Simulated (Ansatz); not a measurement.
The calculation's input:

```
crystal:
  lattice:
    - [3.8482904267, 0.0, 0.0047199143]
    - [0.0, 3.8482933212, 0.0]
    - [-1.9215165413, 0.0, 2.130858072]
  atoms:
    - { symbol: Al, position: [0.0, 0.0, 0.0] }
    - { symbol: Al, position: [0.5, 0.5, 0.0] }
basis:
  ecutwfc: 420
kpoints:
  mp_grid: { grid: [9, 9, 16] }
hamiltonian:
  xc: pbe
scf:
  occupations: { method: gaussian, width: 0.1 }
output:
  forces: true
  stress: true
  eigenvalues: true
  write_density: true
  write_potential: true
  elf: true
  volumetric_format: npy
```

Launched as:

```sh
ansatz run input.yaml --threads 4 --pin off --max-ram 8192MiB --backend cpu --events-out ev --progress --plain --runs-dir out
```

Space group I4/mmm; a structure from a database of computed crystals, not necessarily the ambient phase; changed on purpose from its base cell (band edges of the strained film's bulk); computed pressure about 5 GPa in this cell.

Computed with DFT PBE, scalar-relativistic, plane waves, PAW (Ansatz 0.2.0).

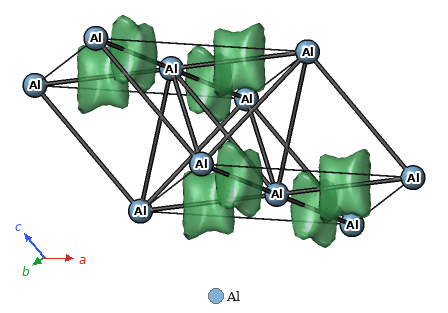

Al. Isosurface of the ELF at 0.65 (green), seen at an oblique angle. Core shells and regions of very low density are left out. Sticks mark near contacts.

In a PAW calculation such maps are meaningful between the atoms, not at the nuclei.

Question: Describe the localisation domains.

Answer: The ELF exceeds this value in four regions between bonded Al–Al atoms, counted in one cell of 2 atoms. Regions shared between cells count once.

Values along the shortest contacts:
Al–Al (2.72 Å): the ELF peaks at about 0.70 between the atoms. Al–Al (2.87 Å): the ELF peaks at about 0.60 between the atoms.
